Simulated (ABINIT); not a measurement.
**Geometry relaxation of AlN (part 2 of 4)**

Continued. System: AlN (P6₃mc, 4 atoms in the cell). Method: Kohn-Sham DFT of a periodic cell, PBE, PseudoDojo NC SR PBE v0.4.1 standard, no spin polarisation (ABINIT 10.8.3); cutoff 1142.88 eV, 8×8×4 k-mesh, fermi-dirac of 0.05 eV. The structure derives from an entry of the Crystallography Open Database.

Geometry of the input (Å; fractional positions):
```
3.1130  0.0000  0.0000
-1.5565  2.6959  0.0000
0.0000  0.0000  4.9810
Al 0.3333  0.6667  0.0000
Al 0.6667  0.3333  0.5000
N  0.3333  0.6667  0.3800
N  0.6667  0.3333  0.8800
```

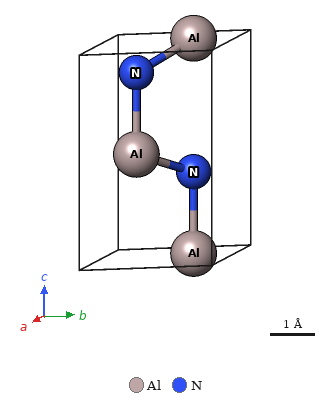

The starting structure (ball-and-stick view of the cell of the calculation, seen slightly off an axis).

Log, continued
```
 Cartesian coordinates (xcart) [bohr]
  3.66361219082984E-16  3.40617346373205E+00 -2.54979319603898E-03
  2.94983274923538E+00  1.70308673186602E+00  4.72523337030690E+00
  3.66361219082984E-16  3.40617346373205E+00  3.59566499745827E+00
  2.94983274923538E+00  1.70308673186602E+00  8.32344816096121E+00
 Reduced coordinates (xred)
  3.33333333333333E-01  6.66666666666667E-01 -2.69660547857040E-04
  6.66666666666667E-01  3.33333333333333E-01  4.99730339452143E-01
  3.33333333333333E-01  6.66666666666667E-01  3.80269660547857E-01
  6.66666666666667E-01  3.33333333333333E-01  8.80269660547857E-01
 Cartesian forces (fcart) [Ha/bohr]; max,rms= 1.31667E-03 7.60179E-04 (free atoms)
  9.12812844678173E-29  5.27012741585222E-29 -1.31666839154131E-03
 -9.12812844678173E-29 -5.27012741585222E-29 -1.31666839154131E-03
 -3.65125137871269E-28 -2.10805096634089E-28  1.31666839154131E-03
  3.65125137871269E-28  2.10805096634089E-28  1.31666839154131E-03
 Gradient of E wrt nuclear positions in reduced coordinates (gred)
 -5.38529044630877E-28  6.08948846209474E-44  1.24498453068910E-02
  5.38529044630877E-28 -6.08948846209474E-44  1.24498453068910E-02
  2.15411617852351E-27 -2.43579538483790E-43 -1.24498453068910E-02
 -2.15411617852351E-27  2.43579538483790E-43 -1.24498453068910E-02
 Scale of Primitive Cell (acell) [bohr]
  5.89966549847077E+00  5.89966549855027E+00  9.45556632700588E+00
 Real space primitive translations (rprimd) [bohr]
  5.89966549847077E+00  0.00000000000000E+00  0.00000000000000E+00
 -2.94983274923538E+00  5.10926019559807E+00  0.00000000000000E+00
  0.00000000000000E+00  0.00000000000000E+00  9.45556632700588E+00
 Unitary Cell Volume (ucvol) [Bohr^3]=  2.85018437016105E+02
 Angles (23,13,12)= [degrees]
  9.00000000000000E+01  9.00000000000000E+01  1.19999999999554E+02
 Lengths [Bohr]
  5.89966549847077E+00  5.89966549855027E+00  9.45556632700588E+00
 Stress tensor in cartesian coordinates (strten) [Ha/bohr^3]
 -3.61582709969051E-05  0.00000000000000E+00  0.00000000000000E+00
  0.00000000000000E+00 -3.61582711271347E-05  0.00000000000000E+00
  0.00000000000000E+00  0.00000000000000E+00 -5.82345839784653E-05
 Total energy (etotal) [Ha]= -2.55887128867560E+01

 Difference of energy with previous step (new-old):
           Absolute (Ha)=-2.61492E-04
           Relative     =-1.02191E-05

--- Iteration: ( 3/50) Internal Cycle: (1/1)
--------------------------------------------------------------------------------

---SELF-CONSISTENT-FIELD CONVERGENCE--------------------------------------------

--- !BeginCycle
iteration_state: {dtset: 1, itime: 3, icycle: 1, }
solver: {iscf: 7, nstep: 80, nline: 4, wfoptalg: 0, }
tolerances: {tolvrs: 1.00E-12, }
...

     iter   Etot(hartree)      deltaE(h)  residm     vres2
 ETOT  1  -25.588255899139    -2.559E+01 1.187E-06 2.817E+00
 ETOT  2  -25.588355918402    -1.000E-04 2.926E-06 1.879E+00
 ETOT  3  -25.588760890695    -4.050E-04 1.123E-05 1.472E-02
 ETOT  4  -25.588763130437    -2.240E-06 2.651E-07 4.273E-04
 ETOT  5  -25.588763164395    -3.396E-08 9.752E-08 9.168E-06
 ETOT  6  -25.588763165186    -7.910E-10 9.845E-09 9.088E-08
 ETOT  7  -25.588763165193    -7.208E-12 6.071E-09 3.899E-09
 ETOT  8  -25.588763165194    -5.187E-13 1.047E-09 2.977E-11
 ETOT  9  -25.588763165194    -2.665E-13 8.770E-10 9.402E-14

 At SCF step    9       vres2   =  9.40E-14 < tolvrs=  1.00E-12 =>converged.

 Cartesian components of stress tensor (hartree/bohr^3)
  sigma(1 1)= -2.57981677E-07  sigma(3 2)=  0.00000000E+00
  sigma(2 2)= -2.57981807E-07  sigma(3 1)=  0.00000000E+00
  sigma(3 3)=  5.43412886E-07  sigma(2 1)=  0.00000000E+00

--- !ResultsGS
iteration_state: {dtset: 1, itime: 3, icycle: 1, }
comment   : Summary of ground state results
lattice_vectors:
- [  5.9103578,   0.0000000,   0.0000000, ]
- [ -2.9551789,   5.1185200,   0.0000000, ]
- [  0.0000000,   0.0000000,   9.4831173, ]
lattice_lengths: [   5.91036,    5.91036,    9.48312, ]
lattice_angles: [ 90.000,  90.000, 120.000, ] # degrees, (23, 13, 12)
lattice_volume:   2.8688596E+02
convergence: {deltae: -2.665E-13, res2:  9.402E-14, residm:  8.770E-10, diffor: null, }
etotal    :  -2.55887632E+01
entropy   :   0.00000000E+00
fermie    :   2.51120309E-01
cartesian_stress_tensor: # hartree/bohr^3
- [ -2.57981677E-07,   0.00000000E+00,   0.00000000E+00, ]
- [  0.00000000E+00,  -2.57981807E-07,   0.00000000E+00, ]
- [  0.00000000E+00,   0.00000000E+00,   5.43412886E-07, ]
pressure_GPa:  -2.6920E-04
xred      :
- [  3.3333E-01,   6.6667E-01,  -5.0237E-04, Al]
- [  6.6667E-01,   3.3333E-01,   4.9950E-01, Al]
- [  3.3333E-01,   6.6667E-01,   3.8050E-01,  N]
- [  6.6667E-01,   3.3333E-01,   8.8050E-01,  N]
cartesian_forces: # hartree/bohr
- [ -0.00000000E+00,  -0.00000000E+00,  -4.38566444E-04, ]
- [ -0.00000000E+00,  -0.00000000E+00,  -4.38566444E-04, ]
- [  3.64464600E-28,   2.10423735E-28,   4.38566444E-04, ]
- [ -3.64464600E-28,  -2.10423735E-28,   4.38566444E-04, ]
force_length_stats: {min:   4.38566444E-04, max:   4.38566444E-04, mean:   4.38566444E-04, }
...

 Integrated electronic density in atomic spheres:
 ------------------------------------------------
 Atom  Sphere_radius  Integrated_density
    1        2.00000          1.07707419
    2        2.00000          1.07707419
    3        2.00000          5.36906468
    4        2.00000          5.36906468

---OUTPUT-----------------------------------------------------------------------

 Cartesian coordinates (xcart) [bohr]
  7.06974393803374E-17  3.41234664951778E+00 -4.76404951326218E-03
  2.95517888494801E+00  1.70617332475889E+00  4.73679462499748E+00
  7.06974393803374E-17  3.41234664951778E+00  3.60834864214143E+00
  2.95517888494801E+00  1.70617332475889E+00  8.34990731665217E+00
 Reduced coordinates (xred)
  3.33333333333333E-01  6.66666666666667E-01 -5.02371671458200E-04
  6.66666666666667E-01  3.33333333333333E-01  4.99497628328542E-01
  3.33333333333333E-01  6.66666666666667E-01  3.80502371671458E-01
  6.66666666666667E-01  3.33333333333333E-01  8.80502371671458E-01
 Cartesian forces (fcart) [Ha/bohr]; max,rms= 4.38566E-04 2.53206E-04 (free atoms)
 -0.00000000000000E+00 -0.00000000000000E+00 -4.38566444148606E-04
 -0.00000000000000E+00 -0.00000000000000E+00 -4.38566444148606E-04
  3.64464599672011E-28  2.10423734726944E-28  4.38566444148606E-04
 -3.64464599672011E-28 -2.10423734726944E-28  4.38566444148606E-04
 Gradient of E wrt nuclear positions in reduced coordinates (gred)
  0.00000000000000E+00  0.00000000000000E+00  4.15897705520431E-03
  0.00000000000000E+00  0.00000000000000E+00  4.15897705520431E-03
 -2.15411617852351E-27  2.94951224582446E-43 -4.15897705520431E-03
  2.15411617852351E-27 -2.94951224582446E-43 -4.15897705520431E-03
 Scale of Primitive Cell (acell) [bohr]
  5.91035776989602E+00  5.91035776997567E+00  9.48311734902149E+00
 Real space primitive translations (rprimd) [bohr]
  5.91035776989602E+00  0.00000000000000E+00  0.00000000000000E+00
 -2.95517888494801E+00  5.11851997427666E+00  0.00000000000000E+00
  0.00000000000000E+00  0.00000000000000E+00  9.48311734902149E+00
 Unitary Cell Volume (ucvol) [Bohr^3]=  2.86885962096028E+02
 Angles (23,13,12)= [degrees]
  9.00000000000000E+01  9.00000000000000E+01  1.19999999999554E+02
 Lengths [Bohr]
  5.91035776989602E+00  5.91035776997567E+00  9.48311734902149E+00
 Stress tensor in cartesian coordinates (strten) [Ha/bohr^3]
 -2.57981676893455E-07  0.00000000000000E+00  0.00000000000000E+00
  0.00000000000000E+00 -2.57981806707150E-07  0.00000000000000E+00
  0.00000000000000E+00  0.00000000000000E+00  5.43412885718221E-07
 Total energy (etotal) [Ha]= -2.55887631651943E+01

 Difference of energy with previous step (new-old):
           Absolute (Ha)=-5.02784E-05
           Relative     =-1.96487E-06

--- Iteration: ( 4/50) Internal Cycle: (1/1)
--------------------------------------------------------------------------------

---SELF-CONSISTENT-FIELD CONVERGENCE--------------------------------------------

--- !BeginCycle
iteration_state: {dtset: 1, itime: 4, icycle: 1, }
solver: {iscf: 7, nstep: 80, nline: 4, wfoptalg: 0, }
tolerances: {tolvrs: 1.00E-12, }
...

     iter   Etot(hartree)      deltaE(h)  residm     vres2
 ETOT  1  -25.588762824774    -2.559E+01 8.561E-09 8.299E-03
 ETOT  2  -25.588763748831    -9.241E-07 2.584E-09 7.106E-04
 ETOT  3  -25.588763861481    -1.127E-07 1.025E-08 2.149E-04
 ETOT  4  -25.588763905589    -4.411E-08 7.631E-10 1.448E-06
 ETOT  5  -25.588763905744    -1.556E-10 6.907E-11 1.955E-08
 ETOT  6  -25.588763905745    -1.155E-12 8.106E-12 3.892E-10
 ETOT  7  -25.588763905745     9.948E-14 6.082E-12 5.542E-12
 ETOT  8  -25.588763905746    -3.695E-13 1.158E-12 9.468E-14

 At SCF step    8       vres2   =  9.47E-14 < tolvrs=  1.00E-12 =>converged.

 Cartesian components of stress tensor (hartree/bohr^3)
  sigma(1 1)=  3.35858092E-08  sigma(3 2)=  0.00000000E+00
  sigma(2 2)=  3.35856794E-08  sigma(3 1)=  0.00000000E+00
  sigma(3 3)=  3.10804229E-06  sigma(2 1)=  0.00000000E+00

--- !ResultsGS
iteration_state: {dtset: 1, itime: 4, icycle: 1, }
comment   : Summary of ground state results
lattice_vectors:
- [  5.9106563,   0.0000000,   0.0000000, ]
- [ -2.9553281,   5.1187785,   0.0000000, ]
- [  0.0000000,   0.0000000,   9.4835982, ]
lattice_lengths: [   5.91066,    5.91066,    9.48360, ]
lattice_angles: [ 90.000,  90.000, 120.000, ] # degrees, (23, 13, 12)
lattice_volume:   2.8692949E+02
convergence: {deltae: -3.695E-13, res2:  9.468E-14, residm:  1.158E-12, diffor: null, }
etotal    :  -2.55887639E+01
entropy   :   0.00000000E+00
fermie    :   2.51054036E-01
cartesian_stress_tensor: # hartree/bohr^3
- [  3.35858092E-08,   0.00000000E+00,   0.00000000E+00, ]
- [  0.00000000E+00,   3.35856794E-08,   0.00000000E+00, ]
- [  0.00000000E+00,   0.00000000E+00,   3.10804229E-06, ]
pressure_GPa:  -3.1139E-02
xred      :
- [  3.3333E-01,   6.6667E-01,  -5.5635E-04, Al]
- [  6.6667E-01,   3.3333E-01,   4.9944E-01, Al]
- [  3.3333E-01,   6.6667E-01,   3.8056E-01,  N]
- [  6.6667E-01,   3.3333E-01,   8.8056E-01,  N]
cartesian_forces: # hartree/bohr
- [ -9.11115486E-29,  -5.26032771E-29,  -3.07184301E-04, ]
- [  9.11115486E-29,   5.26032771E-29,  -3.07184301E-04, ]
- [ -0.00000000E+00,  -0.00000000E+00,   3.07184301E-04, ]
- [ -0.00000000E+00,  -0.00000000E+00,   3.07184301E-04, ]
force_length_stats: {min:   3.07184301E-04, max:   3.07184301E-04, mean:   3.07184301E-04, }
...

 Integrated electronic density in atomic spheres:
 ------------------------------------------------
 Atom  Sphere_radius  Integrated_density
    1        2.00000          1.07709832
    2        2.00000          1.07709832
    3        2.00000          5.36915067
    4        2.00000          5.36915067

---OUTPUT-----------------------------------------------------------------------

 Cartesian coordinates (xcart) [bohr]
  7.07084856549123E-17  3.41251898163821E+00 -5.27616067565786E-03
  2.95532812894219E+00  1.70625949081910E+00  4.73652292004931E+00
  7.07084856549123E-17  3.41251898163821E+00  3.60904346202664E+00
  2.95532812894219E+00  1.70625949081910E+00  8.35084254275161E+00
 Reduced coordinates (xred)
  3.33333333333333E-01  6.66666666666667E-01 -5.56345870611117E-04
  6.66666666666667E-01  3.33333333333333E-01  4.99443654129389E-01
  3.33333333333333E-01  6.66666666666667E-01  3.80556345870611E-01
  6.66666666666667E-01  3.33333333333333E-01  8.80556345870611E-01
 Cartesian forces (fcart) [Ha/bohr]; max,rms= 3.07184E-04 1.77353E-04 (free atoms)
 -9.11115485547853E-29 -5.26032770834437E-29 -3.07184300965440E-04
  9.11115485547853E-29  5.26032770834437E-29 -3.07184300965440E-04
 -0.00000000000000E+00 -0.00000000000000E+00  3.07184300965440E-04
 -0.00000000000000E+00 -0.00000000000000E+00  3.07184300965440E-04
 Gradient of E wrt nuclear positions in reduced coordinates (gred)
  5.38529044630877E-28 -3.89597285634516E-44  2.91321247186213E-03
 -5.38529044630877E-28  3.89597285634516E-44  2.91321247186213E-03
  0.00000000000000E+00 -0.00000000000000E+00 -2.91321247186213E-03
  0.00000000000000E+00 -0.00000000000000E+00 -2.91321247186213E-03
 Scale of Primitive Cell (acell) [bohr]
  5.91065625788437E+00  5.91065625796403E+00  9.48359816144994E+00
 Real space primitive translations (rprimd) [bohr]
  5.91065625788437E+00  0.00000000000000E+00  0.00000000000000E+00
 -2.95532812894219E+00  5.11877847245731E+00  0.00000000000000E+00
  0.00000000000000E+00  0.00000000000000E+00  9.48359816144994E+00
 Unitary Cell Volume (ucvol) [Bohr^3]=  2.86929486901922E+02
 Angles (23,13,12)= [degrees]
  9.00000000000000E+01  9.00000000000000E+01  1.19999999999554E+02
 Lengths [Bohr]
  5.91065625788437E+00  5.91065625796403E+00  9.48359816144994E+00
 Stress tensor in cartesian coordinates (strten) [Ha/bohr^3]
  3.35858091732831E-08  0.00000000000000E+00  0.00000000000000E+00
  0.00000000000000E+00  3.35856793886452E-08  0.00000000000000E+00
  0.00000000000000E+00  0.00000000000000E+00  3.10804228763209E-06
 Total energy (etotal) [Ha]= -2.55887639057455E+01

 Difference of energy with previous step (new-old):
           Absolute (Ha)=-7.40551E-07
           Relative     =-2.89405E-08

--- Iteration: ( 5/50) Internal Cycle: (1/1)
--------------------------------------------------------------------------------

---SELF-CONSISTENT-FIELD CONVERGENCE--------------------------------------------

--- !BeginCycle
iteration_state: {dtset: 1, itime: 5, icycle: 1, }
solver: {iscf: 7, nstep: 80, nline: 4, wfoptalg: 0, }
tolerances: {tolvrs: 1.00E-12, }
...

     iter   Etot(hartree)      deltaE(h)  residm     vres2
 ETOT  1  -25.588758931092    -2.559E+01 9.116E-07 4.769E-02
 ETOT  2  -25.588764601637    -5.671E-06 1.335E-08 1.810E-03
 ETOT  3  -25.588764912514    -3.109E-07 2.993E-08 4.729E-04
 ETOT  4  -25.588765007837    -9.532E-08 1.876E-09 1.191E-05
 ETOT  5  -25.588765009655    -1.818E-09 1.689E-10 5.960E-08
 ETOT  6  -25.588765009658    -3.254E-12 2.315E-11 1.178E-09
 ETOT  7  -25.588765009658     2.700E-13 2.868E-11 2.069E-11
 ETOT  8  -25.588765009658    -2.700E-13 5.406E-12 3.905E-13

 At SCF step    8       vres2   =  3.90E-13 < tolvrs=  1.00E-12 =>converged.

 Cartesian components of stress tensor (hartree/bohr^3)
  sigma(1 1)= -9.37877139E-07  sigma(3 2)=  0.00000000E+00
  sigma(2 2)= -9.37877269E-07  sigma(3 1)=  0.00000000E+00
  sigma(3 3)=  4.94131753E-06  sigma(2 1)=  0.00000000E+00

--- !ResultsGS
iteration_state: {dtset: 1, itime: 5, icycle: 1, }
comment   : Summary of ground state results
lattice_vectors:
- [  5.9110708,   0.0000000,   0.0000000, ]
- [ -2.9555354,   5.1191375,   0.0000000, ]
- [  0.0000000,   0.0000000,   9.4819316, ]
lattice_lengths: [   5.91107,    5.91107,    9.48193, ]
lattice_angles: [ 90.000,  90.000, 120.000, ] # degrees, (23, 13, 12)
lattice_volume:   2.8691930E+02
convergence: {deltae: -2.700E-13, res2:  3.905E-13, residm:  5.406E-12, diffor: null, }
etotal    :  -2.55887650E+01
entropy   :   0.00000000E+00
fermie    :   2.51003017E-01
cartesian_stress_tensor: # hartree/bohr^3
- [ -9.37877139E-07,   0.00000000E+00,   0.00000000E+00, ]
- [  0.00000000E+00,  -9.37877269E-07,   0.00000000E+00, ]
- [  0.00000000E+00,   0.00000000E+00,   4.94131753E-06, ]
pressure_GPa:  -3.0064E-02
xred      :
- [  3.3333E-01,   6.6667E-01,  -6.9701E-04, Al]
- [  6.6667E-01,   3.3333E-01,   4.9930E-01, Al]
- [  3.3333E-01,   6.6667E-01,   3.8070E-01,  N]
- [  6.6667E-01,   3.3333E-01,   8.8070E-01,  N]
cartesian_forces: # hartree/bohr
- [ -0.00000000E+00,  -0.00000000E+00,  -2.32054413E-05, ]
- [ -0.00000000E+00,  -0.00000000E+00,  -2.32054413E-05, ]
- [ -0.00000000E+00,  -0.00000000E+00,   2.32054413E-05, ]
- [ -0.00000000E+00,  -0.00000000E+00,   2.32054413E-05, ]
force_length_stats: {min:   2.32054413E-05, max:   2.32054413E-05, mean:   2.32054413E-05, }
...

 Integrated electronic density in atomic spheres:
 ------------------------------------------------
 Atom  Sphere_radius  Integrated_density
    1        2.00000          1.07705635
    2        2.00000          1.07705635
    3        2.00000          5.36812675
    4        2.00000          5.36812675

---OUTPUT-----------------------------------------------------------------------
```
